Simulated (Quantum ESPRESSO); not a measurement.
# NaI: 7 runs along one coordinate

System: NaI (Fm-3m, 2 atoms in the cell).
Method: Kohn-Sham DFT of a periodic cell, PBE, SSSP 1.3 efficiency PBE, no spin polarisation (Quantum ESPRESSO 7.5).

The 7 runs differ only in the geometry, by an even scaling of the cell at fixed fractional positions. The structure derives from an entry of the Crystallography Open Database.

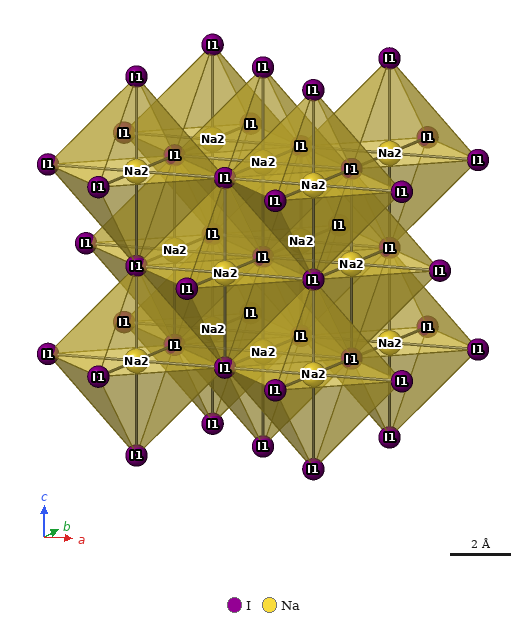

Figure 1. The structure of run 4 (polyhedral view of the cell 4 times as large as that of the calculation, set on its symmetry axes, seen slightly off an axis; polyhedra are completed across the faces of the cell; atoms are numbered from 1 in the order of the input).

## Input of run 4
```
&CONTROL
  calculation = 'scf'
  prefix = 'pwscf'
  outdir = './tmp'
  pseudo_dir = './pseudo'
  tprnfor = .true.
  tstress = .true.
  disk_io = 'nowf'
/
&SYSTEM
  ibrav = 0
  nat = 2
  ntyp = 2
  ecutwfc = 55
  ecutrho = 440
  nbnd = 14
  occupations = 'smearing'
  smearing = 'fd'
  degauss = 0.00367493
/
&ELECTRONS
  conv_thr = 4d-10
  electron_maxstep = 120
  mixing_beta = 0.5
/
ATOMIC_SPECIES
I    126.9045 I.pbe-n-kjpaw_psl.0.2.UPF
Na    22.9898 na_pbe_v1.5.uspp.F.UPF
CELL_PARAMETERS angstrom
   0.0000000000    3.2364000000    3.2364000000
   3.2364000000    0.0000000000    3.2364000000
   3.2364000000    3.2364000000    0.0000000000
ATOMIC_POSITIONS crystal
I      0.5000000000    0.5000000000    0.5000000000
Na     0.0000000000    0.0000000000    0.0000000000
K_POINTS automatic
7 7 7 0 0 0
```

Command:
```bash
OMP_NUM_THREADS=1 pw.x -in pw.in > pw.out
```

Run 2 differs from it as follows:
```diff
-   0.0000000000    3.2364000000    3.2364000000
-   3.2364000000    0.0000000000    3.2364000000
-   3.2364000000    3.2364000000    0.0000000000
+   0.0000000000    3.1926595029    3.1926595029
+   3.1926595029    0.0000000000    3.1926595029
+   3.1926595029    3.1926595029    0.0000000000
```

## Results, with one run withheld

```tsv
run	volume per atom (Å³)	free energy per atom, from the lowest run given (meV)	pressure (GPa)	gap on the mesh (eV)
1	31.865	14.51	1.68	3.81
2	32.543	?	?	?
3	33.221	3.98	0.81	3.69
4	33.899	1.26	0.45	3.64
5	34.577	0.00	0.13	3.59
6	35.255	0.05	−0.17	3.54
7	35.933	1.28	−0.43	3.49
```

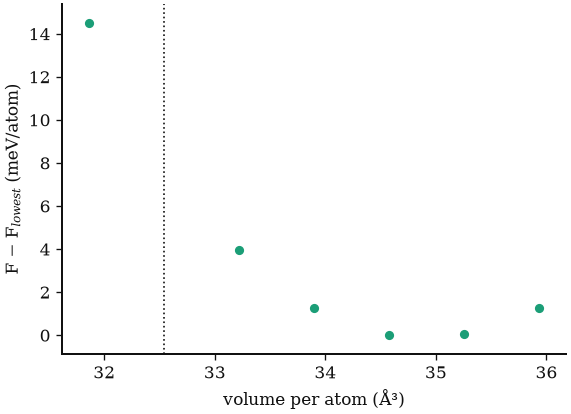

Figure 2. Free energy per atom of the runs given; the dotted line marks run 2.

What should run 2 give?

A cubic polynomial in V^(−2/3) (the Birch–Murnaghan form), fitted to the 6 runs given, misses them by under 0.01 meV per atom. With x = V^(−2/3) − 0.09513 Å⁻², it reads F = 0.78176 + 1249 x + 4.2919e+05 x² + 1.3361e+06 x³ (meV per atom). At run 2 it gives 8.33 meV per atom, and the run itself gives 8.33. The slope of the fit gives a pressure −dF/dV of 1.24 GPa there, and the run prints 1.22 GPa. The fit has its minimum at 34.885 Å³ per atom, where V d²F/dV² gives 15.2 GPa: the bulk modulus at this level, since symmetry fixes the shape and the positions. The gap on the mesh goes, without turning, from 3.81 eV in run 1 to 3.49 eV in run 7; run 2 has 3.75 eV. These are gaps of this functional on this mesh, which can miss the band edges; they aren't the measured gap.

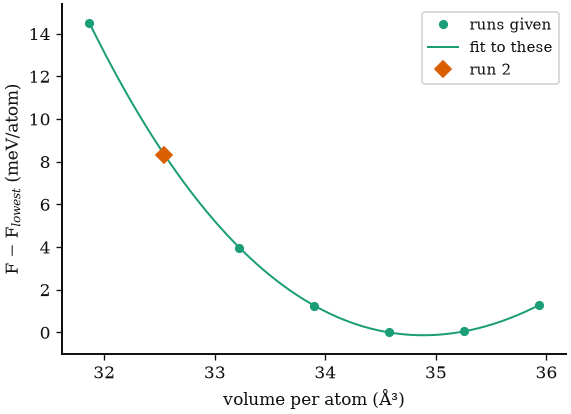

Figure 3. The fit and the withheld run.

## Some lines of the output (run 2)
```
[...]
     unit-cell volume          =     439.2223 (a.u.)^3
     number of k points=    20  Fermi-Dirac smearing, width (Ry)=  0.0037
     total energy              =    -474.44215740 Ry
     total energy              =    -474.44488172 Ry
     total energy              =    -474.44509250 Ry
     total energy              =    -474.44513478 Ry
     total energy              =    -474.44514076 Ry
     total energy              =    -474.44514192 Ry
     the Fermi energy is     3.2283 ev
!    total energy              =    -474.44514228 Ry
     The total energy is F=E-TS. E is the sum of the following terms:
     Computing stress (Cartesian axis) and pressure
          total   stress  (Ry/bohr**3)                   (kbar)     P=       12.21
```
